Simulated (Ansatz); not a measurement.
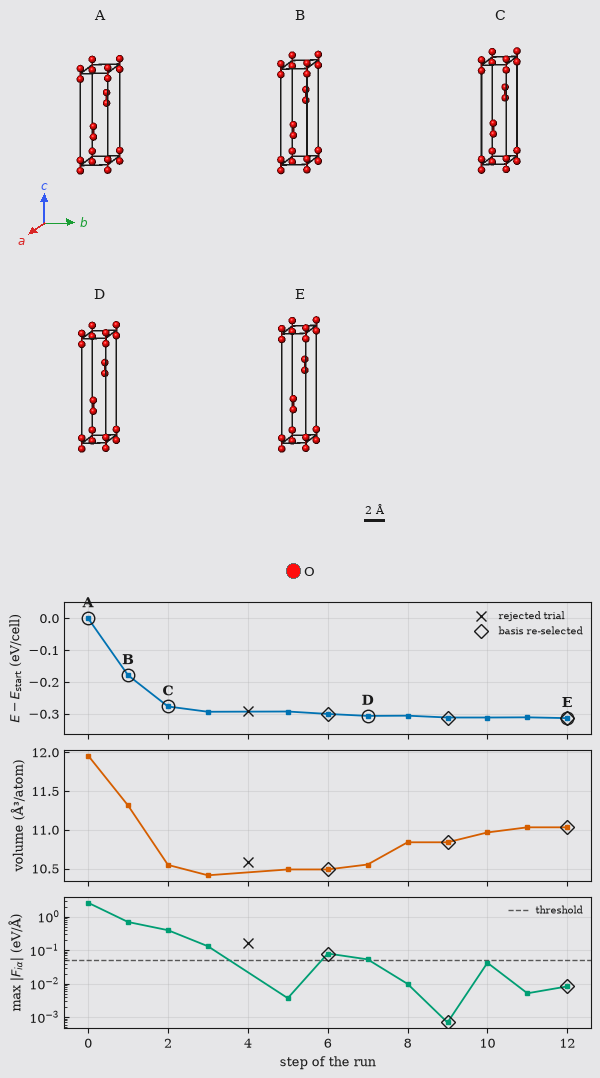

Frames of a relaxation of a crystal of O (set up in R-3m) (coarse preliminary run), marked on the history of the run. The picture is a ball-and-stick view of the conventional cell (3 times the calculation's cell), seen from a free direction. Lengths and directions refer to the drawn axes.

Computed with DFT PBE+D3(BJ), scalar-relativistic, plane waves, PAW (Ansatz 0.2.0). Settings: plane-wave cutoff 420 eV; k-point mesh 9 × 9 × 9; occupations gaussian; smearing width 0.1 eV; no spin polarisation; cell and atoms relaxed; force threshold 0.05 eV/Å; at most 80 steps.

**Describe the path.**

The energy falls by 0.313 eV per cell of the calculation in 8 accepted moves (12 points after the start). Largest force component: 2.6 eV/Å at the start, 0.0083 eV/Å at the end. The pressure goes from 4.43 to 0.19 GPa. The line search rejected the trial step at point 4 of the run. At 3 points the geometry stayed and the basis and grid were re-selected for the new cell (energy shift of 7.6 meV per cell of the calculation at most each time). The largest moves relative to the cell, 0.097 Å, are those of O atoms. Cell: a = b 2.847 → 2.504 Å (−12.1 %), c 10.225 → 12.195 Å (+19.3 %). Volume −7.7 %. Near-neighbour distances that change, for instance: O–O 1.180 → 1.213 Å. The space group stays R-3m (No. 166). From step 0 to 1: O atoms move most (0.02 Å), volume −5.4 %, energy −0.179 eV per cell of the calculation. From step 1 to 2: O atoms move most (0.02 Å), volume −6.8 %, energy −97.9 meV per cell of the calculation. From step 2 to 7: O atoms move most (0.03 Å), energy −29.5 meV per cell of the calculation. From step 7 to 12: O atoms move most (0.03 Å), volume +4.6 %, energy −7.0 meV per cell of the calculation.

```
step  E − E(0), meV/atom  largest force component, eV/Å  pressure, GPa  volume, Å³/atom                      note
   0                0.00                         2.6050           4.43           11.960                          
   1              -89.26                         0.6935           0.11           11.315                          
   2             -138.21                         0.3949           1.07           10.548                          
   3             -146.50                         0.1311           0.02           10.414                          
   4             -145.03                         0.1631          -0.04           10.589                  rejected
   5             -146.09                         0.0037           0.00           10.490                          
   6             -149.90                         0.0796           0.17           10.490  same geometry, new basis
   7             -152.98                         0.0532           0.49           10.553                          
   8             -152.63                         0.0099          -0.19           10.840                          
   9             -155.51                         0.0007           0.26           10.840  same geometry, new basis
  10             -155.51                         0.0421           0.25           10.967                          
  11             -155.23                         0.0052          -0.01           11.034                          
  12             -156.48                         0.0083           0.19           11.034  same geometry, new basis
```
